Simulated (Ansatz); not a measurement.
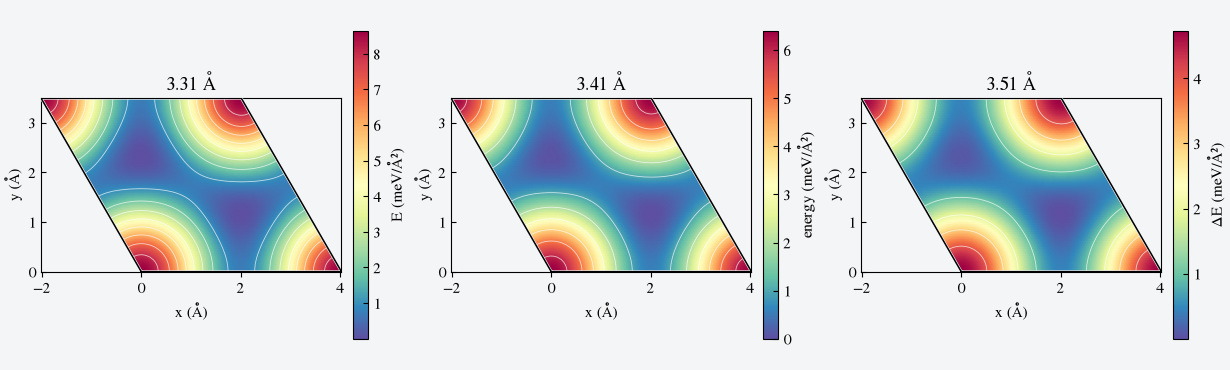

Three maps of one series, each from its own lowest grid point and on its own colour scale; the layer distance changes from map to map. A bilayer of two InSe sheets, the upper one turned by 180 degrees about the normal (8 atoms in the cell). The upper layer of a bilayer is slid over the lower one; relaxed at each slide: nothing; the origin of the map has Se5 above Se4. Places are given modulo a cell vector. The map is drawn in real space over the plane of the slide. The grid has 9 × 9 points. Energies: meV/Å², counted from the lowest grid point. At a held distance the lowest stacking need not be the one that binds best once the distance relaxes. Computed with DFT PBE+D3(BJ), scalar-relativistic, plane waves, PAW in Ansatz. Settings: cutoff 420 eV, k-mesh 9×9×1, gaussian smearing 0.05 eV, no spin polarisation.

In the figure: a smooth colour map with a few white contour lines, the outline of one cell of the plane. Between grid points the surface is interpolated.

The span runs from the lowest to the highest grid point; passes are read from the interpolated surfaces.

| layer distance | lowest grid point | span (meV/Å²) | easiest pass (meV/Å²) |
| --- | --- | --- | --- |
| 3.31 Å | Se above a hollow, the In behind them above In | 8.63 | 0.7 |
| 3.41 Å | Se above In of a deeper plane, the In behind them above Se | 6.39 | 0.55 |
| 3.51 Å | Se above In of a deeper plane, the In behind them above Se | 4.72 | 0.44 |

Q: One more map of the series was computed, for the layer distance 3.71 Å. What do you expect for it?

A: The computed span is 2.53 meV/Å², the smallest of the series. The lowest grid point is Se above In of a deeper plane, the In behind them above Se, as for 3.41 Å and 3.51 Å. The easiest pass out of the lowest well is about 0.28 meV/Å².

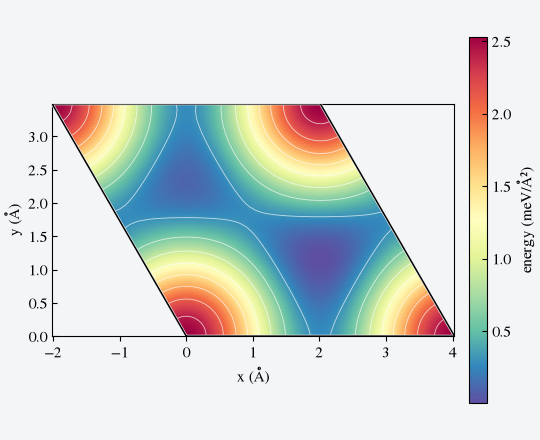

The map for 3.71 Å.

PAW datasets: the set soft_1.
